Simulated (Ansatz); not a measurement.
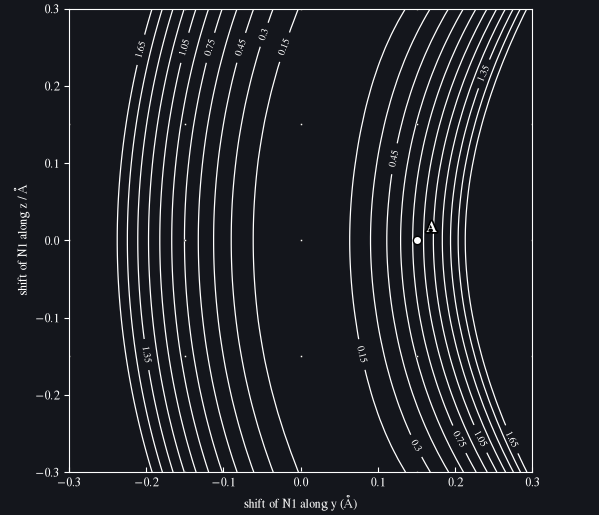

N (P4_2/mnm, No. 136; 4 atoms in the cell). 
- Atom N1 is moved over a plane while all other atoms and the cell stay fixed (its periodic images move with it) (x along [1 0 0], y along [0 1 0], z along [0 0 1] of the conventional cell).
- First axis: shift of N1 along y. Second axis: shift of N1 along z.
- The scan uses a 5 × 5 grid; 15 points were computed and 10 follow by symmetry.
- All energies are given in eV per cell relative to the lowest grid point.
- The reference cell is the one listed in the database, not relaxed at this level.
- All numbers below come from DFT PBEsol, scalar-relativistic, plane waves, PAW (Ansatz). Settings: cutoff 420 eV, k-mesh 6×6×4 in the order of the run's cell vectors, gaussian smearing 0.05 eV, no spin polarisation.

The picture shows contour lines labelled in eV (none above 1.65), dots at the grid points, the point A. Between grid points the surface is interpolated.

Is A at rest? If not, where is it pushed?

A, at shift of N1 along y = 0.15 Å, shift of N1 along z = 0.00 Å, is not a stationary point. The computed force is 12 eV/Å in the plane, pointing left in the picture (components −12.0 and 0.0 eV/Å).
